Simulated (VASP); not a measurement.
**Geometry relaxation of HfO2 (part 4 of 4)**

HfO2 (12 atoms in the cell); Kohn-Sham DFT of a periodic cell, revPBE, VASP PAW PBE potentials, recommended, no spin polarisation (VASP 6.6.1); cutoff 600 eV, 5×8×4 k-mesh, fermi-dirac of 0.05 eV. The structure derives from a Materials Project entry.

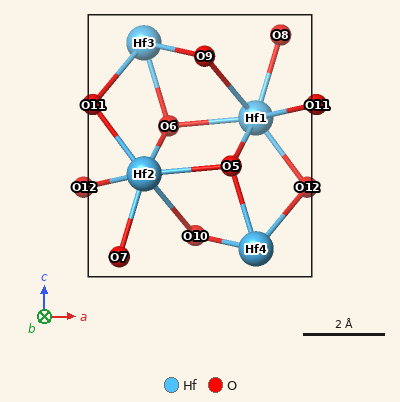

*The geometry at step 5 of the log (ball-and-stick view of the cell of the calculation, along the b axis; atoms are numbered from 1 in the order of the input).*

Parts of OUTCAR, continued
```
 k-point     5 :       0.2000    0.1250    0.0000
  band No.  band energies     occupation
      1     -25.2371      2.00000
      2     -25.1978      2.00000
      3     -25.1504      2.00000
      4     -24.9608      2.00000
      5     -24.9172      2.00000
      6     -24.8988      2.00000
      7     -24.8918      2.00000
      8     -24.8672      2.00000
      9     -24.8584      2.00000
     10     -24.8504      2.00000
     11     -24.8183      2.00000
     12     -24.7963      2.00000
     13     -13.7493      2.00000
     14     -12.5710      2.00000
     15     -12.2910      2.00000
     16     -11.9589      2.00000
     17     -11.7498      2.00000
     18     -11.6690      2.00000
     19     -11.5258      2.00000
     20     -11.4019      2.00000
     21      -0.4490      2.00000
     22      -0.3375      2.00000
     23      -0.2946      2.00000
     24       0.1108      2.00000
     25       0.1147      2.00000
     26       0.7696      2.00000
     27       0.8060      2.00000
     28       0.8923      2.00000
     29       1.3996      2.00000
     30       1.4514      2.00000
     31       1.6114      2.00000
     32       1.7902      2.00000
     33       1.9263      2.00000
     34       2.3802      2.00000
     35       2.5698      2.00000
     36       2.9075      2.00000
     37       3.1830      2.00000
     38       3.2206      2.00000
     39       3.4428      2.00000
     40       3.6009      2.00000
     41       3.8213      2.00000
     42       3.8817      2.00000
     43       4.5007      2.00000
     44       4.5494      2.00000
     45       8.4711      0.00000
     46       9.1747      0.00000
     47       9.6061      0.00000
     48      10.0470      0.00000
     49      10.5334      0.00000
     50      10.6810      0.00000
     51      10.6829      0.00000
     52      10.8122      0.00000

 [... the levels of 18 k-points are left out ...]

 k-point    24 :       0.4000    0.2500    0.2500
  band No.  band energies     occupation
      1     -25.2029      2.00000
      2     -25.1833      2.00000
      3     -25.1391      2.00000
      4     -25.0814      2.00000
      5     -24.9954      2.00000
      6     -24.9549      2.00000
      7     -24.9313      2.00000
      8     -24.9014      2.00000
      9     -24.8732      2.00000
     10     -24.8620      2.00000
     11     -24.8410      2.00000
     12     -24.8275      2.00000
     13     -12.9567      2.00000
     14     -12.6500      2.00000
     15     -12.2413      2.00000
     16     -12.1168      2.00000
     17     -11.7908      2.00000
     18     -11.7498      2.00000
     19     -11.5695      2.00000
     20     -11.5530      2.00000
     21      -0.8882      2.00000
     22      -0.7520      2.00000
     23      -0.2941      2.00000
     24      -0.0213      2.00000
     25       0.3767      2.00000
     26       0.5303      2.00000
     27       0.6431      2.00000
     28       0.9721      2.00000
     29       1.1968      2.00000
     30       1.3291      2.00000
     31       1.7734      2.00000
     32       1.9995      2.00000
     33       2.3164      2.00000
     34       2.4615      2.00000
     35       2.5808      2.00000
     36       2.7524      2.00000
     37       3.2431      2.00000
     38       3.3299      2.00000
     39       3.6069      2.00000
     40       3.7019      2.00000
     41       3.9216      2.00000
     42       4.0277      2.00000
     43       4.2504      2.00000
     44       4.5156      2.00000
     45       9.3749      0.00000
     46       9.5223      0.00000
     47      10.0354      0.00000
     48      10.2654      0.00000
     49      10.4310      0.00000
     50      10.6896      0.00000
     51      10.8025      0.00000
     52      11.0463      0.00000

 [... further k-points ...]

------------------------ aborting loop because EDIFF is reached ----------------------------------------

  FORCE on cell =-STRESS in cart. coord.  units (eV):
  Direction    XX          YY          ZZ          XY          YZ          ZX
  --------------------------------------------------------------------------------------
  -------------------------------------------------------------------------------------
  Total        0.0557201     -0.0001196      0.1152645      0.0000000      0.0000000      0.0000000
  in kB        0.7295736     -0.0015662      1.5092216      0.0000000      0.0000000      0.0000000
  external PRESSURE =       0.7457430 kB  Pullay stress =       0.0000000 kB

 VOLUME and BASIS-vectors are now :
 -----------------------------------------------------------------------------
  energy-cutoff  :      600.00
  volume of cell :      122.36
      direct lattice vectors                 reciprocal lattice vectors
     5.569151566  0.000000000  0.000000000     0.179560565  0.000000000  0.000000000
    -0.000000000  3.359706189  0.000000000     0.000000000  0.297645075  0.000000000
     0.000000000  0.000000000  6.539774290     0.000000000  0.000000000  0.152910476

 POSITION                                       TOTAL-FORCE (eV/Angst)
 -----------------------------------------------------------------------------------
      4.17817      2.51978      3.95945         0.002049     -0.000000      0.005412
      1.39099      0.83993      2.58032        -0.002049     -0.000000     -0.005412
      1.39359      2.51978      5.85021         0.002049      0.000000     -0.005412
      4.17556      0.83993      0.68957        -0.002049     -0.000000      0.005412
      3.55675      0.83993      2.75870         0.013719     -0.000000      0.002361
      2.01240      2.51978      3.78108        -0.013719     -0.000000     -0.002361
      0.77218      0.83993      0.51119         0.013719      0.000000     -0.002361
      4.79698      2.51978      6.02858        -0.013719     -0.000000      0.002361
      2.88980      0.83993      5.51189        -0.014555     -0.000000      0.003548
      2.67935      2.51978      1.02789         0.014555      0.000000     -0.003548
      0.10522      0.83993      4.29777        -0.014555      0.000000     -0.003548
      5.46393      2.51978      2.24200         0.014555     -0.000000      0.003548
 -----------------------------------------------------------------------------------
    total drift:                               -0.000000      0.000000      0.000000

  FREE ENERGIE OF THE ION-ELECTRON SYSTEM (eV)
  ---------------------------------------------------
  free  energy   TOTEN  =      -115.6475695996 eV

  energy  without entropy=     -115.6475695996  energy(sigma->0) =     -115.64756960

 reached required accuracy - stopping structural energy minimisation
```

CONTCAR
```
HfO2
   1.00000000000000
     5.5691515658808859    0.0000000000000000    0.0000000000000000
    -0.0000000000000000    3.3597061885699482    0.0000000000000000
     0.0000000000000000    0.0000000000000000    6.5397742899718692
  Hf              O
     4     8
Direct
     0.7502339424849074    0.7500000000000000    0.6054420369657709
     0.2497660575150925    0.2500000000000000    0.3945579630342291
     0.2502339424849074    0.7500000000000000    0.8945579630342291
     0.7497660575150926    0.2500000000000000    0.1054420369657708
     0.6386523657995690    0.2500000000000000    0.4218334847344101
     0.3613476342004310    0.7500000000000000    0.5781665152655898
     0.1386523657995690    0.2500000000000000    0.0781665152655898
     0.8613476342004310    0.7500000000000000    0.9218334847344102
     0.5188942250063302    0.2500000000000000    0.8428251788598693
     0.4811057749936696    0.7500000000000000    0.1571748211401306
     0.0188942250063303    0.2500000000000000    0.6571748211401307
     0.9811057749936698    0.7500000000000000    0.3428251788598695

  0.00000000E+00  0.00000000E+00  0.00000000E+00
  0.00000000E+00  0.00000000E+00  0.00000000E+00
  0.00000000E+00  0.00000000E+00  0.00000000E+00
  0.00000000E+00  0.00000000E+00  0.00000000E+00
  0.00000000E+00  0.00000000E+00  0.00000000E+00
  0.00000000E+00  0.00000000E+00  0.00000000E+00
  0.00000000E+00  0.00000000E+00  0.00000000E+00
  0.00000000E+00  0.00000000E+00  0.00000000E+00
  0.00000000E+00  0.00000000E+00  0.00000000E+00
  0.00000000E+00  0.00000000E+00  0.00000000E+00
  0.00000000E+00  0.00000000E+00  0.00000000E+00
  0.00000000E+00  0.00000000E+00  0.00000000E+00
```

Trajectory as extended XYZ (Å, eV, eV/Å), 11 frames, from step=0 to step=10
```
12
Lattice="5.5564 0.0000 0.0000 0.0000 3.3336 0.0000 0.0000 0.0000 6.5050" Properties=species:S:1:pos:R:3:forces:R:3 step=0 energy=-115.62830
Hf    4.1600    2.5002    3.9542    0.0188   0.0000  -0.0043
Hf    1.3964    0.8334    2.5508   -0.0188   0.0000   0.0043
Hf    1.3818    2.5002    5.8033    0.0188   0.0000   0.0043
Hf    4.1746    0.8334    0.7017   -0.0188   0.0000  -0.0043
O     3.5533    0.8334    2.7542    0.0044   0.0000  -0.0016
O     2.0031    2.5002    3.7508   -0.0044   0.0000   0.0016
O     0.7751    0.8334    0.4983    0.0044   0.0000   0.0016
O     4.7813    2.5002    6.0067   -0.0044   0.0000  -0.0016
O     2.8937    0.8334    5.4736    0.0017   0.0000  -0.0179
O     2.6627    2.5002    1.0313   -0.0017   0.0000   0.0179
O     0.1155    0.8334    4.2838    0.0017   0.0000   0.0179
O     5.4409    2.5002    2.2212   -0.0017   0.0000  -0.0179
12
Lattice="5.6106 0.0000 0.0000 0.0000 3.3669 0.0000 0.0000 0.0000 6.5702" Properties=species:S:1:pos:R:3:forces:R:3 step=1 energy=-115.61309
Hf    4.2015    2.5252    3.9936    0.0517   0.0000  -0.1640
Hf    1.4091    0.8417    2.5766   -0.0517   0.0000   0.1640
Hf    1.3962    2.5252    5.8617    0.0517   0.0000   0.1640
Hf    4.2145    0.8417    0.7085   -0.0517   0.0000  -0.1640
O     3.5882    0.8417    2.7818   -0.0140   0.0000   0.0078
O     2.0224    2.5252    3.7885    0.0140   0.0000  -0.0078
O     0.7829    0.8417    0.5034   -0.0140   0.0000  -0.0078
O     4.8278    2.5252    6.0669    0.0140   0.0000   0.0078
O     2.9221    0.8417    5.5277   -0.0268   0.0000   0.1621
O     2.6886    2.5252    1.0426    0.0268   0.0000  -0.1621
O     0.1167    0.8417    4.3277   -0.0268   0.0000  -0.1621
O     5.4939    2.5252    2.2426    0.0268   0.0000   0.1621
12
Lattice="5.5787 0.0000 0.0000 0.0000 3.3473 0.0000 0.0000 0.0000 6.5318" Properties=species:S:1:pos:R:3:forces:R:3 step=2 energy=-115.64324
Hf    4.1770    2.5105    3.9704    0.0324   0.0000  -0.0716
Hf    1.4016    0.8368    2.5614   -0.0324   0.0000   0.0716
Hf    1.3877    2.5105    5.8273    0.0324   0.0000   0.0716
Hf    4.1910    0.8368    0.7045   -0.0324   0.0000  -0.0716
O     3.5677    0.8368    2.7655   -0.0035   0.0000   0.0025
O     2.0110    2.5105    3.7663    0.0035   0.0000  -0.0025
O     0.7783    0.8368    0.5004   -0.0035   0.0000  -0.0025
O     4.8004    2.5105    6.0314    0.0035   0.0000   0.0025
O     2.9054    0.8368    5.4958   -0.0102   0.0000   0.0582
O     2.6733    2.5105    1.0360    0.0102   0.0000  -0.0582
O     0.1160    0.8368    4.3019   -0.0102   0.0000  -0.0582
O     5.4626    2.5105    2.2299    0.0102   0.0000   0.0582
12
Lattice="5.5782 0.0000 0.0000 0.0000 3.3470 0.0000 0.0000 0.0000 6.5313" Properties=species:S:1:pos:R:3:forces:R:3 step=3 energy=-115.64324
Hf    4.1767    2.5103    3.9701    0.0321   0.0000  -0.0704
Hf    1.4015    0.8368    2.5612   -0.0321   0.0000   0.0704
Hf    1.3876    2.5103    5.8268    0.0321   0.0000   0.0704
Hf    4.1907    0.8368    0.7044   -0.0321   0.0000  -0.0704
O     3.5674    0.8368    2.7653   -0.0033   0.0000   0.0024
O     2.0109    2.5103    3.7660    0.0033   0.0000  -0.0024
O     0.7782    0.8368    0.5003   -0.0033   0.0000  -0.0024
O     4.8000    2.5103    6.0309    0.0033   0.0000   0.0024
O     2.9051    0.8368    5.4954   -0.0100   0.0000   0.0566
O     2.6731    2.5103    1.0359    0.0100   0.0000  -0.0566
O     0.1160    0.8368    4.3015   -0.0100   0.0000  -0.0566
O     5.4622    2.5103    2.2298    0.0100   0.0000   0.0566
12
Lattice="5.5788 0.0000 0.0000 -0.0000 3.3488 0.0000 0.0000 0.0000 6.5316" Properties=species:S:1:pos:R:3:forces:R:3 step=4 energy=-115.64453
Hf    4.1785    2.5116    3.9673    0.0236   0.0000  -0.0393
Hf    1.4003    0.8372    2.5643   -0.0236   0.0000   0.0393
Hf    1.3891    2.5116    5.8301    0.0236   0.0000   0.0393
Hf    4.1897    0.8372    0.7015   -0.0236   0.0000  -0.0393
O     3.5676    0.8372    2.7656   -0.0140   0.0000  -0.0230
O     2.0112    2.5116    3.7661    0.0140   0.0000   0.0230
O     0.7782    0.8372    0.5003   -0.0140   0.0000   0.0230
O     4.8006    2.5116    6.0314    0.0140   0.0000  -0.0230
O     2.9050    0.8372    5.4981   -0.0198   0.0000   0.0253
O     2.6738    2.5116    1.0335    0.0198   0.0000  -0.0253
O     0.1156    0.8372    4.2993   -0.0198   0.0000  -0.0253
O     5.4632    2.5116    2.2323    0.0198   0.0000   0.0253
12
Lattice="5.5795 0.0000 0.0000 -0.0000 3.3511 0.0000 0.0000 0.0000 6.5321" Properties=species:S:1:pos:R:3:forces:R:3 step=5 energy=-115.64519
Hf    4.1809    2.5133    3.9636    0.0113   0.0000   0.0025
Hf    1.3986    0.8378    2.5685   -0.0113   0.0000  -0.0025
Hf    1.3911    2.5133    5.8346    0.0113   0.0000  -0.0025
Hf    4.1884    0.8378    0.6975   -0.0113   0.0000   0.0025
O     3.5678    0.8378    2.7659   -0.0284   0.0000  -0.0568
O     2.0117    2.5133    3.7662    0.0284   0.0000   0.0568
O     0.7781    0.8378    0.5002   -0.0284   0.0000   0.0568
O     4.8014    2.5133    6.0319    0.0284   0.0000  -0.0568
O     2.9048    0.8378    5.5017   -0.0335   0.0000  -0.0176
O     2.6747    2.5133    1.0304    0.0335   0.0000   0.0176
O     0.1151    0.8378    4.2964   -0.0335   0.0000   0.0176
O     5.4644    2.5133    2.2357    0.0335   0.0000  -0.0176
12
Lattice="5.5787 0.0000 0.0000 -0.0000 3.3548 0.0000 0.0000 0.0000 6.5331" Properties=species:S:1:pos:R:3:forces:R:3 step=6 energy=-115.64620
Hf    4.1819    2.5161    3.9619    0.0029   0.0000  -0.0048
Hf    1.3968    0.8387    2.5711   -0.0029   0.0000   0.0048
Hf    1.3926    2.5161    5.8377    0.0029   0.0000   0.0048
Hf    4.1861    0.8387    0.6954   -0.0029   0.0000  -0.0048
O     3.5658    0.8387    2.7635   -0.0141   0.0000  -0.0373
O     2.0129    2.5161    3.7695    0.0141   0.0000   0.0373
O     0.7764    0.8387    0.5030   -0.0141   0.0000   0.0373
O     4.8023    2.5161    6.0301    0.0141   0.0000  -0.0373
O     2.9024    0.8387    5.5035   -0.0310   0.0000  -0.0089
O     2.6763    2.5161    1.0295    0.0310   0.0000   0.0089
O     0.1130    0.8387    4.2961   -0.0310   0.0000   0.0089
O     5.4657    2.5161    2.2370    0.0310   0.0000  -0.0089
12
Lattice="5.5774 0.0000 0.0000 -0.0000 3.3606 0.0000 0.0000 0.0000 6.5346" Properties=species:S:1:pos:R:3:forces:R:3 step=7 energy=-115.64680
Hf    4.1835    2.5205    3.9594   -0.0101   0.0000  -0.0150
Hf    1.3939    0.8402    2.5752    0.0101   0.0000   0.0150
Hf    1.3948    2.5205    5.8425   -0.0101   0.0000   0.0150
Hf    4.1826    0.8402    0.6921    0.0101   0.0000  -0.0150
O     3.5626    0.8402    2.7598    0.0080   0.0000  -0.0075
O     2.0149    2.5205    3.7748   -0.0080   0.0000   0.0075
O     0.7739    0.8402    0.5075    0.0080   0.0000   0.0075
O     4.8036    2.5205    6.0271   -0.0080   0.0000  -0.0075
O     2.8985    0.8402    5.5064   -0.0278   0.0000   0.0044
O     2.6789    2.5205    1.0282    0.0278   0.0000  -0.0044
O     0.1098    0.8402    4.2955   -0.0278   0.0000  -0.0044
O     5.4676    2.5205    2.2391    0.0278   0.0000   0.0044
12
Lattice="5.5701 0.0000 0.0000 -0.0000 3.3598 0.0000 0.0000 0.0000 6.5339" Properties=species:S:1:pos:R:3:forces:R:3 step=8 energy=-115.64726
Hf    4.1790    2.5199    3.9566   -0.0089   0.0000   0.0040
Hf    1.3912    0.8400    2.5773    0.0089   0.0000  -0.0040
Hf    1.3939    2.5199    5.8443   -0.0089   0.0000  -0.0040
Hf    4.1762    0.8400    0.6896    0.0089   0.0000   0.0040
O     3.5570    0.8400    2.7570    0.0186   0.0000   0.0022
O     2.0131    2.5199    3.7770   -0.0186   0.0000  -0.0022
O     0.7719    0.8400    0.5100    0.0186   0.0000  -0.0022
O     4.7982    2.5199    6.0239   -0.0186   0.0000   0.0022
O     2.8920    0.8400    5.5068   -0.0203   0.0000  -0.0044
O     2.6781    2.5199    1.0271    0.0203   0.0000   0.0044
O     0.1069    0.8400    4.2941   -0.0203   0.0000   0.0044
O     5.4632    2.5199    2.2398    0.0203   0.0000  -0.0044
12
Lattice="5.5711 0.0000 0.0000 -0.0000 3.3599 0.0000 0.0000 0.0000 6.5340" Properties=species:S:1:pos:R:3:forces:R:3 step=9 energy=-115.64727
Hf    4.1795    2.5199    3.9569   -0.0089   0.0000   0.0014
Hf    1.3915    0.8400    2.5771    0.0089   0.0000  -0.0014
Hf    1.3940    2.5199    5.8441   -0.0089   0.0000  -0.0014
Hf    4.1770    0.8400    0.6899    0.0089   0.0000   0.0014
O     3.5577    0.8400    2.7573    0.0172   0.0000   0.0008
O     2.0134    2.5199    3.7767   -0.0172   0.0000  -0.0008
O     0.7722    0.8400    0.5097    0.0172   0.0000  -0.0008
O     4.7989    2.5199    6.0243   -0.0172   0.0000   0.0008
O     2.8928    0.8400    5.5067   -0.0214   0.0000  -0.0032
O     2.6782    2.5199    1.0273    0.0214   0.0000   0.0032
O     0.1073    0.8400    4.2943   -0.0214   0.0000   0.0032
O     5.4638    2.5199    2.2397    0.0214   0.0000  -0.0032
12
Lattice="5.5692 0.0000 0.0000 -0.0000 3.3597 0.0000 0.0000 0.0000 6.5398" Properties=species:S:1:pos:R:3:forces:R:3 step=10 energy=-115.64757
Hf    4.1782    2.5198    3.9595    0.0020   0.0000   0.0054
Hf    1.3910    0.8399    2.5803   -0.0020   0.0000  -0.0054
Hf    1.3936    2.5198    5.8502    0.0020   0.0000  -0.0054
Hf    4.1756    0.8399    0.6896   -0.0020   0.0000   0.0054
O     3.5568    0.8399    2.7587    0.0137   0.0000   0.0024
O     2.0124    2.5198    3.7811   -0.0137   0.0000  -0.0024
O     0.7722    0.8399    0.5112    0.0137   0.0000  -0.0024
O     4.7970    2.5198    6.0286   -0.0137   0.0000   0.0024
O     2.8898    0.8399    5.5119   -0.0146   0.0000   0.0035
O     2.6794    2.5198    1.0279    0.0146   0.0000  -0.0035
O     0.1052    0.8399    4.2978   -0.0146   0.0000  -0.0035
O     5.4639    2.5198    2.2420    0.0146   0.0000   0.0035
```

This output came from the following input.

INCAR
```
PREC = Accurate ; ENCUT = 600
EDIFF = 1E-7 ; ISMEAR = -1
SIGMA = 0.05 ; LREAL = False
LASPH = True ; NELM = 100
ALGO = Fast ; ISIF = 3
LWAVE = False ; LCHARG = False
GGA = RE ; IBRION = 2
NSW = 60 ; EDIFFG = -0.02
```

KPOINTS
```
regular mesh
0
Gamma
  5 8 4
```

POSCAR
```
HfO2
1.0
    5.5563950000      0.0000000000      0.0000000000
    0.0000000000      3.3335970000      0.0000000000
    0.0000000000      0.0000000000      6.5049950000
Hf O
4 8
Direct
    0.7486820000      0.7500000000      0.6078710000
    0.2513180000      0.2500000000      0.3921290000
    0.2486820000      0.7500000000      0.8921290000
    0.7513180000      0.2500000000      0.1078710000
    0.6394990000      0.2500000000      0.4234000000
    0.3605010000      0.7500000000      0.5766000000
    0.1394990000      0.2500000000      0.0766000000
    0.8605010000      0.7500000000      0.9234000000
    0.5207940000      0.2500000000      0.8414530000
    0.4792060000      0.7500000000      0.1585470000
    0.0207940000      0.2500000000      0.6585470000
    0.9792060000      0.7500000000      0.3414530000
```

Launch command:
```bash
cat potpaw_PBE.64/Hf_pv/POTCAR potpaw_PBE.64/O/POTCAR > POTCAR
mpirun -np 1 vasp_std > vasp.out
```

Summary

| quantity | value |
| --- | --- |
| outcome | converged |
| space group (tolerance 0.01 Å) | Pnma (62) |
| electrons treated | 88 |
| free energy | −115.6476 eV |
| Fermi energy | 5.844 eV |
| gap on the k-point mesh | 3.49 eV |
| pressure | 0.07 GPa |
| final volume | 122.36 Å³ |
| largest force (length of the vector) at the end | 0.015 eV/Å |
| final cell | a = 5.569 Å, b = 3.360 Å, c = 6.540 Å, α = 90.00°, β = 90.00°, γ = 90.00° |
| hardware | 1 thread of Intel Xeon (Granite Rapids), 144 GiB of memory available, shared host |
| wall time | 35 min |
| peak memory | 0.45 GiB |

Notes

Spin–orbit coupling is left out, which matters for Hf.
